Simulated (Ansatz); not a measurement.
**Geometry relaxation of Zn₁₆Se₁₅ (charge +1) (part 3 of 3)**

The same run, continued: Zn₁₆Se₁₅ (defect cell, 31 atoms in the cell, total charge +1); DFT PBE, scalar-relativistic, plane waves, PAW, spin-polarised (Ansatz 0.2.0); cutoff 420 eV, 2×2×2 k-mesh, Gaussian smearing of 0.01 eV, collinear spins. The structure derives from a Materials Project entry. It belongs to a series of runs on one base structure; here: Se vacancy (site c), charge +1, atoms relaxed at the host's cell, started again with a moment of 3 μB.

Output, continued
```
--- Relaxed structure (2 steps of the walk, 2 accepted, 0 SCFs on fresh bases) ---
  F+E_penalty+E_count = -135166.65598367 eV   max|allowed force component| = 1.209e-2 eV/Å
  atoms:
    - { symbol: Zn, position: [0.5, 0.2688704686, 0.25] }
    - { symbol: Zn, position: [0.25069197210000005, 0.2518926131, 0.5018926131000001] }
    - { symbol: Zn, position: [0.0012006410000000023, 0.2493080279, 0.751200641] }
    - { symbol: Zn, position: [0.7688704686000001, 0.0, 0.25] }
    - { symbol: Zn, position: [0.7518926131000001, 0.2518926131, 0.0006919721000000212] }
    - { symbol: Zn, position: [0.5000000000000001, 0.0, 0.5188704686] }
    - { symbol: Zn, position: [0.24810738690000006, 0.0, 0.7487993590000002] }
    - { symbol: Zn, position: [-0.00120064100000003, 0.7481073869000001, 0.24999999999999997] }
    - { symbol: Zn, position: [0.9987993590000002, 1.0, 0.9981073869000001] }
    - { symbol: Zn, position: [0.7518926130999999, 0.7506919720999999, 0.5018926131000001] }
    - { symbol: Zn, position: [0.5000000000000001, 0.7481073869000001, 0.7487993590000002] }
    - { symbol: Zn, position: [0.24810738690000006, 0.498799359, 0.25] }
    - { symbol: Zn, position: [0.23112953140000003, 0.7311295314000001, -0.018870468599999995] }
    - { symbol: Zn, position: [0.001200641000000031, 0.501200641, 0.4993080279] }
    - { symbol: Zn, position: [0.7493080279, 0.5012006410000001, 0.7512006410000001] }
    - { symbol: Zn, position: [0.5, 0.498799359, -0.0018926131000000005] }
    - { symbol: Se, position: [0.2479843362, 0.0, 0.4980856002] }
    - { symbol: Se, position: [0.0, 0.0, 0.7500000000000001] }
    - { symbol: Se, position: [0.7480856002000001, 0.7479843362000002, 0.25] }
    - { symbol: Se, position: [0.7480856002, 0.0, -0.002015663800000067] }
    - { symbol: Se, position: [0.5, 0.7479843361999999, 0.49808560020000003] }
    - { symbol: Se, position: [0.2519143998, 0.7519143998, 0.749898736] }
    - { symbol: Se, position: [0.0, 0.5, 0.25000000000000006] }
    - { symbol: Se, position: [-0.00010126400000004532, 0.7519143998, 0.0019143998000000217] }
    - { symbol: Se, position: [0.7520156638, 0.500101264, 0.5020156638000001] }
    - { symbol: Se, position: [0.5, 0.5, 0.7500000000000001] }
    - { symbol: Se, position: [0.2479843362, 0.24808560020000003, 0.25] }
    - { symbol: Se, position: [0.25191439979999997, 0.499898736, 0.0019143997999999801] }
    - { symbol: Se, position: [0.00010126400000001756, 0.2520156638, 0.5020156638000001] }
    - { symbol: Se, position: [0.7520156638000001, 0.25201566380000007, 0.750101264] }
    - { symbol: Se, position: [0.5, 0.24808560020000006, -0.002015663799999984] }
--- Löwdin populations: 31 sites ---
  site symbol       q [e]    m [muB]
     0     Zn     10.8764     0.0898
     1     Zn     10.7680     0.0021
     2     Zn     10.7680     0.0021
     3     Zn     10.8764     0.0898
     4     Zn     10.7680     0.0021
     5     Zn     10.8764     0.0898
     6     Zn     10.7680     0.0021
     7     Zn     10.7680     0.0021
     8     Zn     10.7680     0.0021
     9     Zn     10.7680     0.0021
    10     Zn     10.7680     0.0021
    11     Zn     10.7680     0.0021
    12     Zn     10.8764     0.0898
    13     Zn     10.7680     0.0021
    14     Zn     10.7680     0.0021
    15     Zn     10.7680     0.0021
    16     Se     17.0047     0.0180
    17     Se     17.0054     0.0120
    18     Se     17.0047     0.0180
    19     Se     17.0047     0.0180
    20     Se     17.0047     0.0180
    21     Se     17.0047     0.0180
    22     Se     17.0054     0.0120
    23     Se     17.0047     0.0180
    24     Se     17.0047     0.0180
    25     Se     17.0054     0.0120
    26     Se     17.0047     0.0180
    27     Se     17.0047     0.0180
    28     Se     17.0047     0.0180
    29     Se     17.0047     0.0180
    30     Se     17.0047     0.0180
  spilling = 0.007439 (of n_electrons = 431.000000)
```

File populations.tsv
```
# site	symbol	l	j	q_up	q_dn
# orbitals = lowdin
# n_electrons = 431.000000
# spilling = 0.007439
0	Zn	0_4S	-	0.492167	0.402467
0	Zn	2_3D	-	4.990950	4.990811
1	Zn	0_4S	-	0.394077	0.392279
1	Zn	2_3D	-	4.990991	4.990664
2	Zn	0_4S	-	0.394077	0.392279
2	Zn	2_3D	-	4.990991	4.990664
3	Zn	0_4S	-	0.492167	0.402467
3	Zn	2_3D	-	4.990950	4.990811
4	Zn	0_4S	-	0.394077	0.392279
4	Zn	2_3D	-	4.990991	4.990664
5	Zn	0_4S	-	0.492167	0.402467
5	Zn	2_3D	-	4.990950	4.990811
6	Zn	0_4S	-	0.394077	0.392279
6	Zn	2_3D	-	4.990991	4.990664
7	Zn	0_4S	-	0.394077	0.392279
7	Zn	2_3D	-	4.990991	4.990664
8	Zn	0_4S	-	0.394077	0.392279
8	Zn	2_3D	-	4.990991	4.990664
9	Zn	0_4S	-	0.394077	0.392279
9	Zn	2_3D	-	4.990991	4.990664
10	Zn	0_4S	-	0.394077	0.392279
10	Zn	2_3D	-	4.990991	4.990664
11	Zn	0_4S	-	0.394077	0.392279
11	Zn	2_3D	-	4.990991	4.990664
12	Zn	0_4S	-	0.492167	0.402467
12	Zn	2_3D	-	4.990950	4.990811
13	Zn	0_4S	-	0.394077	0.392279
13	Zn	2_3D	-	4.990991	4.990664
14	Zn	0_4S	-	0.394077	0.392279
14	Zn	2_3D	-	4.990991	4.990664
15	Zn	0_4S	-	0.394077	0.392279
15	Zn	2_3D	-	4.990991	4.990664
16	Se	0_4S	-	0.948330	0.945745
16	Se	1_4P	-	2.563062	2.547628
16	Se	2_3D	-	4.999952	4.999952
17	Se	0_4S	-	0.945323	0.944671
17	Se	1_4P	-	2.563427	2.552035
17	Se	2_3D	-	4.999952	4.999952
18	Se	0_4S	-	0.948330	0.945745
18	Se	1_4P	-	2.563062	2.547628
18	Se	2_3D	-	4.999952	4.999952
19	Se	0_4S	-	0.948330	0.945745
19	Se	1_4P	-	2.563062	2.547628
19	Se	2_3D	-	4.999952	4.999952
20	Se	0_4S	-	0.948330	0.945745
20	Se	1_4P	-	2.563062	2.547628
20	Se	2_3D	-	4.999952	4.999952
21	Se	0_4S	-	0.948330	0.945745
21	Se	1_4P	-	2.563062	2.547628
21	Se	2_3D	-	4.999952	4.999952
22	Se	0_4S	-	0.945323	0.944671
22	Se	1_4P	-	2.563427	2.552035
22	Se	2_3D	-	4.999952	4.999952
23	Se	0_4S	-	0.948330	0.945745
23	Se	1_4P	-	2.563062	2.547628
23	Se	2_3D	-	4.999952	4.999952
24	Se	0_4S	-	0.948330	0.945745
24	Se	1_4P	-	2.563062	2.547628
24	Se	2_3D	-	4.999952	4.999952
25	Se	0_4S	-	0.945323	0.944671
25	Se	1_4P	-	2.563427	2.552035
25	Se	2_3D	-	4.999952	4.999952
26	Se	0_4S	-	0.948330	0.945745
26	Se	1_4P	-	2.563062	2.547628
26	Se	2_3D	-	4.999952	4.999952
27	Se	0_4S	-	0.948330	0.945745
27	Se	1_4P	-	2.563062	2.547628
27	Se	2_3D	-	4.999952	4.999952
28	Se	0_4S	-	0.948330	0.945745
28	Se	1_4P	-	2.563062	2.547628
28	Se	2_3D	-	4.999952	4.999952
29	Se	0_4S	-	0.948330	0.945745
29	Se	1_4P	-	2.563062	2.547628
29	Se	2_3D	-	4.999952	4.999952
30	Se	0_4S	-	0.948330	0.945745
30	Se	1_4P	-	2.563062	2.547628
30	Se	2_3D	-	4.999952	4.999952
```

Trajectory as extended XYZ (Å, eV, eV/Å), 2 frames, from step=1 to step=2
```
31
Lattice="-5.7318 5.7318 -5.7318 5.7318 -5.7318 -5.7318 -5.7318 -5.7318 5.7318" Properties=species:S:1:pos:R:3:forces:R:3 step=1 energy=-135166.65598
Zn   -2.7577   -0.1082   -2.9740    0.0042  -0.0042  -0.0042
Zn   -2.8698   -2.8836   -0.0040   -0.0052   0.0085  -0.0052
Zn   -2.8836   -5.7278    2.8698    0.0085   0.0052   0.0052
Zn   -5.8399    2.9740   -2.9740   -0.0042   0.0042  -0.0042
Zn   -2.8698    2.8619   -5.7495   -0.0052  -0.0052   0.0085
Zn   -5.8399   -0.1082    0.1082   -0.0042  -0.0042   0.0042
Zn   -5.7140   -2.8698    2.8698   -0.0085  -0.0052   0.0052
Zn    2.8619   -5.7278   -2.8482   -0.0052   0.0052  -0.0085
Zn   -5.7140   -5.7278   -5.7357   -0.0085   0.0052  -0.0052
Zn   -2.8836   -2.8698   -5.7357    0.0085  -0.0052  -0.0052
Zn   -2.8698   -5.7140   -2.8619   -0.0052  -0.0085   0.0052
Zn    0.0040   -2.8698   -2.8482    0.0052  -0.0052  -0.0085
Zn    2.9740   -2.7577   -5.6236    0.0042   0.0042   0.0042
Zn    0.0040   -5.7278   -0.0177    0.0052   0.0052   0.0085
Zn   -5.7278   -2.8836   -2.8619    0.0052   0.0085   0.0052
Zn    0.0040    0.0177   -5.7357    0.0052  -0.0085  -0.0052
Se   -4.2763   -1.4335    1.4335    0.0107   0.0121  -0.0121
Se   -4.2988   -4.2988    4.2988    0.0000   0.0000   0.0000
Se   -1.4335   -1.4324   -7.1422    0.0121  -0.0121   0.0107
Se   -4.2763    4.2994   -4.2994    0.0107  -0.0121   0.0121
Se   -1.4335   -4.2763   -4.2982    0.0121   0.0107  -0.0121
Se   -1.4324   -7.1641   -1.4555   -0.0121  -0.0121  -0.0107
Se    1.4329   -4.2988   -1.4329    0.0000   0.0000   0.0000
Se    4.2994   -4.3213   -4.2982   -0.0121  -0.0107  -0.0121
Se   -4.3213   -1.4335   -4.2994   -0.0107   0.0121   0.0121
Se   -4.2988   -4.2988   -1.4329    0.0000   0.0000   0.0000
Se   -1.4324   -1.4335   -1.4104   -0.0121   0.0121   0.0107
Se    1.4104   -1.4324   -4.2982   -0.0107  -0.0121  -0.0121
Se   -1.4335   -4.3213    1.4324    0.0121  -0.0107   0.0121
Se   -7.1653   -1.4335   -1.4555    0.0121   0.0121  -0.0107
Se   -1.4324    1.4555   -4.2994   -0.0121   0.0107   0.0121
31
Lattice="-5.7318 5.7318 -5.7318 5.7318 -5.7318 -5.7318 -5.7318 -5.7318 5.7318" Properties=species:S:1:pos:R:3:forces:R:3 step=2 energy=-135166.65598
Zn   -2.7577   -0.1082   -2.9740    0.0042  -0.0042  -0.0042
Zn   -2.8698   -2.8836   -0.0040   -0.0052   0.0085  -0.0052
Zn   -2.8836   -5.7278    2.8698    0.0085   0.0052   0.0052
Zn   -5.8399    2.9740   -2.9740   -0.0042   0.0042  -0.0042
Zn   -2.8698    2.8619   -5.7495   -0.0052  -0.0052   0.0085
Zn   -5.8399   -0.1082    0.1082   -0.0042  -0.0042   0.0042
Zn   -5.7140   -2.8698    2.8698   -0.0085  -0.0052   0.0052
Zn    2.8619   -5.7278   -2.8482   -0.0052   0.0052  -0.0085
Zn   -5.7140   -5.7278   -5.7357   -0.0085   0.0052  -0.0052
Zn   -2.8836   -2.8698   -5.7357    0.0085  -0.0052  -0.0052
Zn   -2.8698   -5.7140   -2.8619   -0.0052  -0.0085   0.0052
Zn    0.0040   -2.8698   -2.8482    0.0052  -0.0052  -0.0085
Zn    2.9740   -2.7577   -5.6236    0.0042   0.0042   0.0042
Zn    0.0040   -5.7278   -0.0177    0.0052   0.0052   0.0085
Zn   -5.7278   -2.8836   -2.8619    0.0052   0.0085   0.0052
Zn    0.0040    0.0177   -5.7357    0.0052  -0.0085  -0.0052
Se   -4.2763   -1.4335    1.4335    0.0107   0.0121  -0.0121
Se   -4.2988   -4.2988    4.2988    0.0000   0.0000   0.0000
Se   -1.4335   -1.4324   -7.1422    0.0121  -0.0121   0.0107
Se   -4.2763    4.2994   -4.2994    0.0107  -0.0121   0.0121
Se   -1.4335   -4.2763   -4.2982    0.0121   0.0107  -0.0121
Se   -1.4324   -7.1641   -1.4555   -0.0121  -0.0121  -0.0107
Se    1.4329   -4.2988   -1.4329    0.0000   0.0000   0.0000
Se    4.2994   -4.3213   -4.2982   -0.0121  -0.0107  -0.0121
Se   -4.3213   -1.4335   -4.2994   -0.0107   0.0121   0.0121
Se   -4.2988   -4.2988   -1.4329    0.0000   0.0000   0.0000
Se   -1.4324   -1.4335   -1.4104   -0.0121   0.0121   0.0107
Se    1.4104   -1.4324   -4.2982   -0.0107  -0.0121  -0.0121
Se   -1.4335   -4.3213    1.4324    0.0121  -0.0107   0.0121
Se   -7.1653   -1.4335   -1.4555    0.0121   0.0121  -0.0107
Se   -1.4324    1.4555   -4.2994   -0.0121   0.0107   0.0121
```

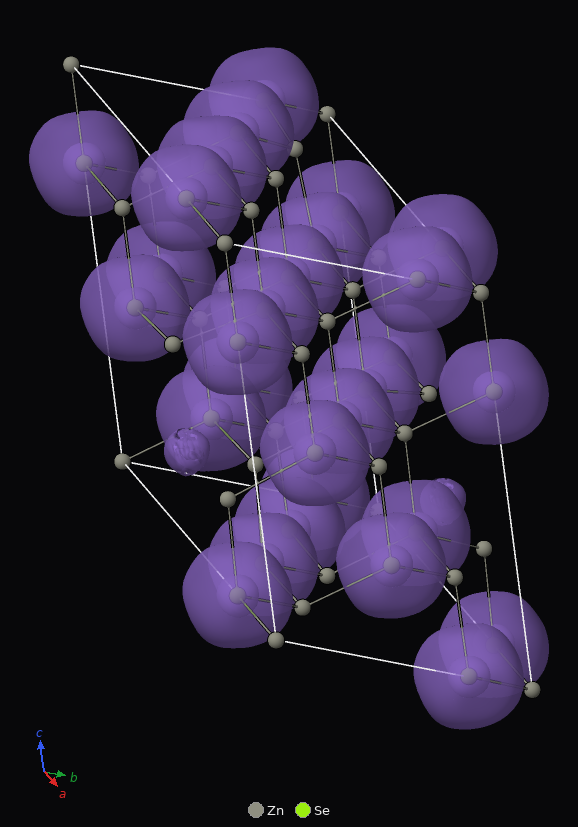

Fig. 1: Isosurface of the ELF at 0.6 (purple), seen at an oblique angle. Only the valence region is drawn (cores and ρ < 0.01 e/Å³ removed). Sticks mark near contacts. The outline is the calculation cell. Values along the shortest contacts: Zn–Se (2.44 Å): the ELF is about 0.60 at the midpoint. Zn–Se (2.49 Å): the ELF is about 0.60 at the midpoint. In a PAW calculation such maps are meaningful between the atoms, not at the nuclei.

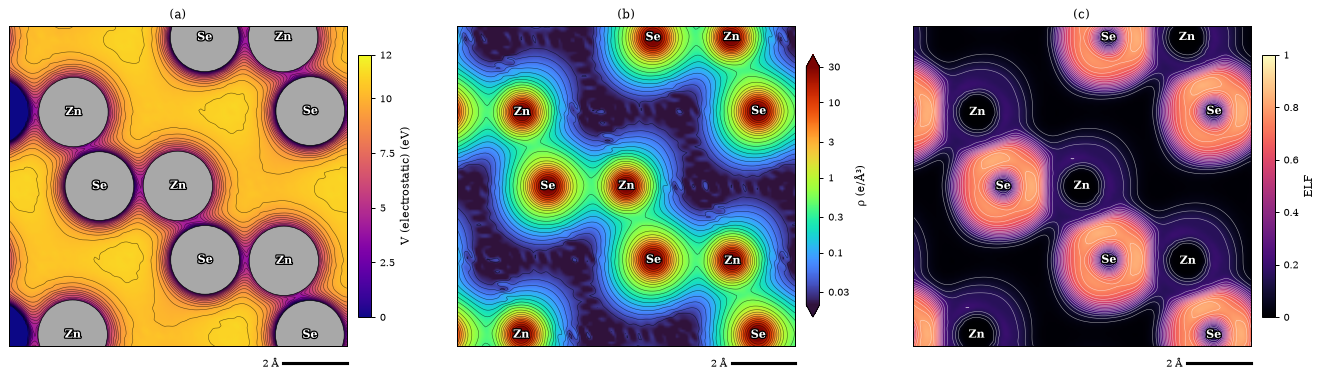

Fig. 2: (a) electrostatic potential energy of an electron; (b) valence pseudo-density; (c) ELF on the (010) plane of the calculation cell. Grey discs, where drawn, cover atomic cores. Zn–Se (2.47 Å): ρ at the midpoint is about 0.46 e/Å³, with its minimum of 0.4 e/Å³ about 1.1 Å from Zn; the ELF is about 0.60 at the midpoint. The density dies away to nearly zero in the voids. Outside the cores the potential energy rises away from the atoms and is highest about 2.3 Å from the nearest atoms; outside the discs it spans about 11 eV, and its zero is arbitrary.

Summary

```json
{"quantity": "outcome", "value": "converged"}
{"quantity": "electrons treated", "value": "431"}
{"quantity": "free energy", "value": "−135166.6560 eV"}
{"quantity": "Fermi energy", "value": "7.382 eV"}
{"quantity": "gap on the k-point mesh", "value": "0.21 eV"}
{"quantity": "net moment of the cell", "value": "1.00 μB"}
{"quantity": "integrated absolute moment", "value": "1.05 μB"}
{"quantity": "final volume", "value": "753.22 Å³"}
{"quantity": "largest force (length of the vector) at the end", "value": "0.020 eV/Å"}
{"quantity": "hardware", "value": "4 threads of Intel Xeon @ 2.50GHz (Skylake/Cascade Lake), 189 GiB of memory available, shared host"}
{"quantity": "wall time", "value": "2.9 min (CPU time 10 min)"}
{"quantity": "peak memory", "value": "3.7 GiB"}
```

Remarks

The cell is charged and computed with a neutralising background, so its energy and pressure depend on the cell and aren't those of a real crystal.
